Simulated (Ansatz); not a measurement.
Single-point calculation of TaN (part 2 of 2)

The same run, continued: TaN (slab, 20 atoms in the cell); DFT PBEsol, scalar-relativistic, plane waves, PAW, no spin polarisation (Ansatz 0.2.0); cutoff 420 eV, 12×6×1 k-mesh, Gaussian smearing of 0.1 eV. The structure derives from an entry of the Crystallography Open Database. It belongs to a series of runs on one base structure; here: (1 0 0) slab cut from the bulk.

Geometry of the input (Å; fractional positions):
```
2.8895  0.0000  0.0000
0.0000  5.8608  0.0000
0.0000  0.0000  26.6776
N  0.0000  0.2500  0.2811
Ta 0.5000  0.0000  0.3124
Ta 0.5000  0.5000  0.3124
N  0.0000  0.7500  0.3437
N  0.5000  0.2500  0.3749
Ta 0.0000  0.0000  0.4062
Ta 0.0000  0.5000  0.4062
N  0.5000  0.7500  0.4375
N  0.0000  0.2500  0.4687
Ta 0.5000  0.0000  0.5000
Ta 0.5000  0.5000  0.5000
N  0.0000  0.7500  0.5313
N  0.5000  0.2500  0.5625
Ta 0.0000  0.0000  0.5938
Ta 0.0000  0.5000  0.5938
N  0.5000  0.7500  0.6251
N  0.0000  0.2500  0.6563
Ta 0.5000  0.0000  0.6876
Ta 0.5000  0.5000  0.6876
N  0.0000  0.7500  0.7189
```

**Output, continued**
```
  k-point 0: bands = ["-61.5207", "-61.5207", "-61.4813", "-61.4813", "-61.2666", "-61.2249", "-61.2201", "-61.1953", "-61.1792", "-61.1553", "-28.5493", "-28.4808", "-28.4603", "-28.4179", "-28.4051", "-28.3797", "-28.2972", "-28.2719", "-28.1957", "-28.1399", "-28.0369", "-27.7705", "-27.7214", "-27.7184", "-27.7013", "-27.6931", "-27.6709", "-27.6448", "-27.6426", "-27.5953", "-27.5629", "-27.5210", "-27.4818", "-27.4766", "-27.4718", "-27.4538", "-27.4017", "-27.3789", "-27.3748", "-27.3047", "-10.4702", "-9.9409", "-9.2655", "-9.1181", "-9.0232", "-8.3731", "-8.2184", "-7.9333", "-6.8778", "-6.8187", "-2.0988", "-1.6486", "-1.2982", "-0.6586", "-0.4834", "-0.3259", "-0.2526", "1.1497", "1.4957", "1.5149", "1.6075", "1.6561", "1.8227", "1.9085", "1.9585", "2.1025", "2.1283", "2.4117", "2.4356", "2.7294", "2.8084", "2.9378", "3.2695", "3.5425", "3.5554", "3.6795", "3.8054", "3.8316", "4.1202", "4.1511", "4.2546", "4.4399", "4.4960", "5.1803", "5.3672", "5.4908", "5.8994", "6.4136", "6.6023", "6.8555", "6.8832", "6.9782", "7.0672", "7.9026", "7.9061", "7.9475", "8.0625", "8.4652", "8.5981", "9.1653", "9.3385", "9.3921", "9.5693", "9.6650", "9.6924", "10.0440", "10.1586", "10.4021", "10.6113", "10.6968"]
  k-point 1: bands = ["-61.5181", "-61.5180", "-61.4840", "-61.4840", "-61.2638", "-61.2277", "-61.2174", "-61.1927", "-61.1820", "-61.1580", "-28.5397", "-28.4308", "-28.4243", "-28.4124", "-28.3998", "-28.3335", "-28.3032", "-28.2257", "-28.1554", "-28.1276", "-28.0435", "-27.7660", "-27.7482", "-27.7475", "-27.7163", "-27.7134", "-27.6842", "-27.6511", "-27.6500", "-27.6477", "-27.5744", "-27.5575", "-27.5228", "-27.4873", "-27.4714", "-27.4488", "-27.4068", "-27.3839", "-27.3702", "-27.3095", "-10.3388", "-9.8375", "-9.1923", "-9.0496", "-8.9779", "-8.4672", "-8.3936", "-8.0191", "-6.9585", "-6.9190", "-1.8322", "-1.5306", "-1.1453", "-0.7335", "-0.2879", "-0.1978", "-0.1741", "0.9141", "1.2252", "1.4431", "1.4952", "1.7345", "1.8929", "1.9291", "2.0239", "2.0556", "2.2073", "2.2388", "2.5069", "2.5296", "2.9176", "2.9885", "3.0696", "3.4181", "3.7129", "3.8363", "3.9105", "3.9267", "4.1922", "4.2227", "4.2472", "4.4922", "4.6121", "5.1103", "5.1468", "5.2320", "5.8180", "6.3181", "6.4073", "6.5186", "7.0542", "7.4059", "7.4801", "7.8231", "7.9632", "8.1234", "8.1708", "8.5259", "8.5339", "8.9720", "8.9927", "9.2897", "9.3061", "9.4235", "9.6656", "10.0511", "10.2048", "10.5949", "10.6314", "10.8241"]
  k-point 2: bands = ["-61.5109", "-61.5109", "-61.4912", "-61.4912", "-61.2562", "-61.2354", "-61.2099", "-61.1895", "-61.1853", "-61.1653", "-28.5137", "-28.4427", "-28.3907", "-28.3346", "-28.2857", "-28.2735", "-28.1959", "-28.1197", "-28.1044", "-28.0539", "-28.0185", "-27.8945", "-27.8907", "-27.8124", "-27.7408", "-27.7242", "-27.7024", "-27.6996", "-27.6960", "-27.6641", "-27.6617", "-27.6599", "-27.5428", "-27.5022", "-27.4577", "-27.4352", "-27.4205", "-27.3978", "-27.3574", "-27.3224", "-9.9717", "-9.5575", "-9.0294", "-8.9326", "-8.8949", "-8.8041", "-8.6829", "-8.2407", "-7.1304", "-7.1215", "-1.1731", "-1.1387", "-0.7571", "-0.6581", "-0.1685", "0.0019", "0.0072", "0.3753", "0.7536", "0.8765", "1.0541", "1.7829", "1.9451", "2.0974", "2.1010", "2.3521", "2.3535", "2.5600", "2.6207", "2.7441", "2.7661", "2.7768", "2.9748", "3.3363", "3.4546", "3.5965", "3.6802", "3.7238", "4.2143", "4.5897", "4.5954", "4.6045", "4.9096", "5.0942", "5.1158", "5.3919", "5.6436", "6.1180", "6.2631", "6.3549", "7.2205", "7.8070", "7.8324", "7.8734", "7.9010", "7.9711", "8.0720", "8.2826", "8.3706", "8.5130", "8.5949", "8.8150", "9.2730", "9.3186", "9.5325", "9.6600", "10.2521", "10.4537", "10.6328", "10.7212"]
  k-point 27: bands = ["-61.4532", "-61.4532", "-61.4527", "-61.4527", "-61.1741", "-61.1741", "-61.1541", "-61.1541", "-61.1540", "-61.1540", "-28.5315", "-28.5315", "-28.5028", "-28.5028", "-28.4626", "-28.4626", "-28.3774", "-28.3774", "-28.3490", "-28.3490", "-28.0316", "-28.0316", "-27.9704", "-27.9704", "-27.9306", "-27.9306", "-27.9185", "-27.9185", "-27.8232", "-27.8232", "-27.8118", "-27.8118", "-27.8096", "-27.8096", "-27.7584", "-27.7584", "-27.6732", "-27.6732", "-27.6373", "-27.6373", "-8.4885", "-8.4885", "-8.4704", "-8.4704", "-8.3986", "-8.3986", "-8.3576", "-8.3576", "-6.7264", "-6.7264", "-0.6077", "-0.6077", "-0.5713", "-0.5713", "-0.2561", "-0.2561", "-0.1515", "-0.1515", "0.5899", "0.5899", "0.6292", "0.6292", "0.9000", "0.9000", "1.0265", "1.0265", "1.6271", "1.6271", "1.6977", "1.6977", "2.3238", "2.3238", "2.3761", "2.3761", "2.4986", "2.4986", "2.8227", "2.8227", "4.0836", "4.0836", "4.9566", "4.9566", "5.0267", "5.0267", "5.5252", "5.5252", "5.6850", "5.6850", "7.0559", "7.0559", "7.7812", "7.7812", "8.3772", "8.3772", "9.0632", "9.0632", "9.1682", "9.1682", "10.6398", "10.6398", "10.6761", "10.6761", "11.3459", "11.3459", "11.4966", "11.4966", "11.5952", "11.5952", "11.5976", "11.5976"]
```

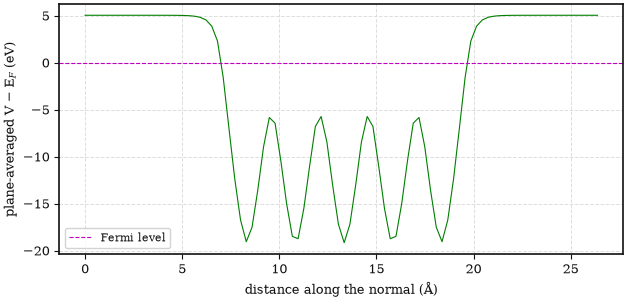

Figure 1. Plane average of the electrostatic potential energy of an electron across the cell, from the Fermi level. The vacuum level lies 5.05 eV above the Fermi level.

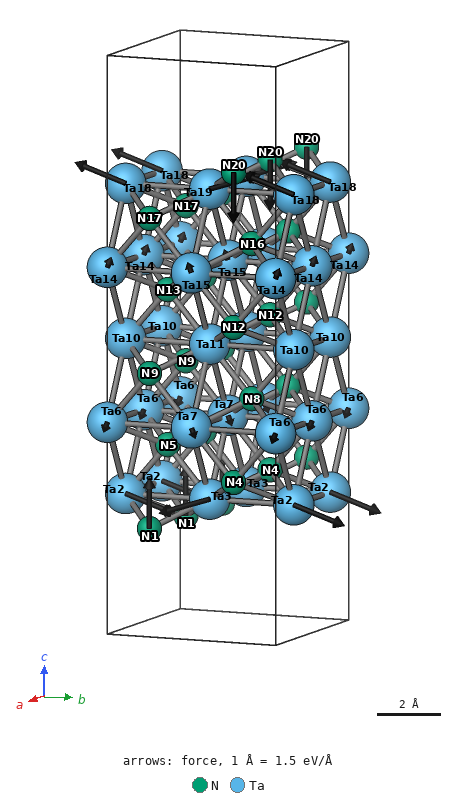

Figure 2. Forces on the atoms as black arrows (ball-and-stick view of the 2 × 1 repeat of the cell, with the vacuum cut short, seen slightly off an axis; atoms are numbered from 1 in the order of the input); the smallest are left out. The largest act on Ta2, Ta3, Ta18, Ta19 (2.82 eV/Å); N1, N20 (2.50 eV/Å). The geometry is not a stationary point of this energy.

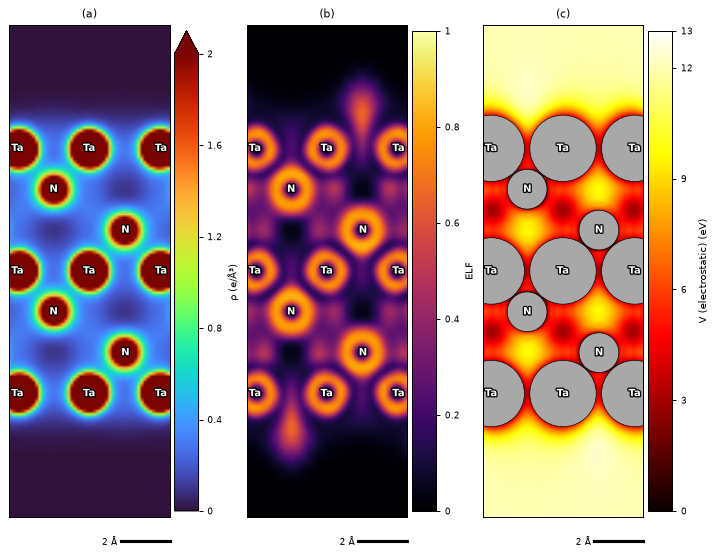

Figure 3. (a) valence charge density (pseudo); (b) ELF; (c) electrostatic potential (local pseudopotential plus Hartree) felt by an electron on the (100) plane of the calculation cell, a cut from vacuum to vacuum. Grey discs, where drawn, cover atomic cores. Atoms in the plane: Ta and N. Ta–N (2.22 Å): ρ at the midpoint is about 0.56 e/Å³; the ELF is about 0.20 at the midpoint; a polar contact without a shared pair, in a metal. Ta–Ta (2.93 Å): ρ is about 0.28 e/Å³ halfway; the ELF is about 0.25 at the midpoint; no shared electron pair. The density dies away to nearly zero in the vacuum. The strong features right at Ta lie inside the PAW spheres (semicore, d or f shells) and say nothing about bonding. The fields are those of the smooth PAW valence density.

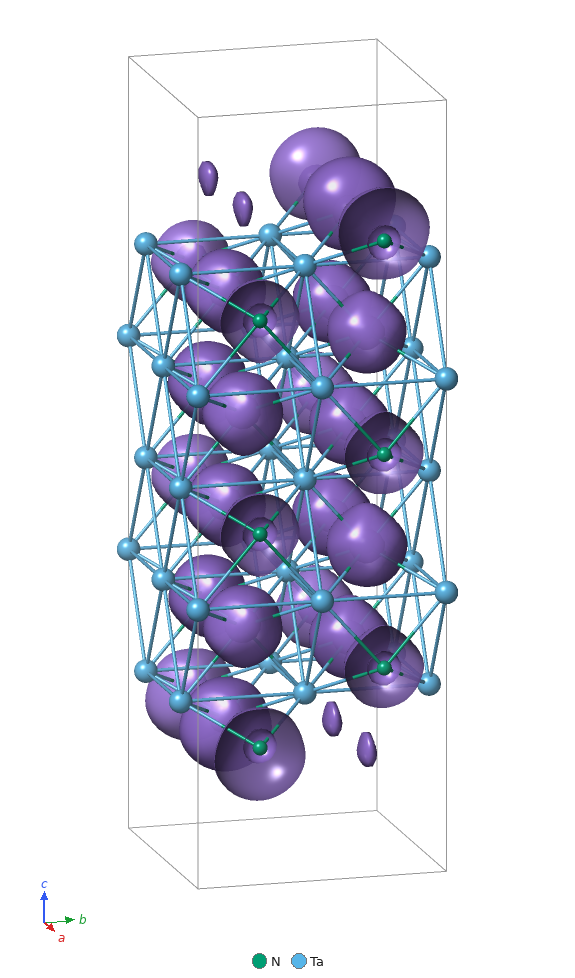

Figure 4. Isosurface of the ELF at 0.6 (purple), seen slightly off an axis. Core shells and regions of very low density are left out. Sticks mark near contacts. Profiles from the grid: Ta–N (2.22 Å): the ELF is about 0.20 at the midpoint (a polar contact without a shared pair, in a metal). Ta–Ta (2.89 Å): the ELF is about 0.30 at the midpoint; no shared electron pair.

**Results in brief**

```tsv
quantity	value
outcome	converged
electrons treated	180
free energy	−101866.1204 eV
work function, top face	5.05 eV
work function, bottom face	5.05 eV
Fermi energy	6.969 eV
gap on the k-point mesh	none (metallic)
work function (upper face)	5.05 eV
largest force (length of the vector)	2.823 eV/Å
wall time	1.8 min (CPU time 3.5 min)
peak memory	1.4 GiB
```

**Remarks**

Warnings of the run: the exchange-correlation potential is rough where the density is thin. Spin–orbit coupling is left out, which matters for Ta.
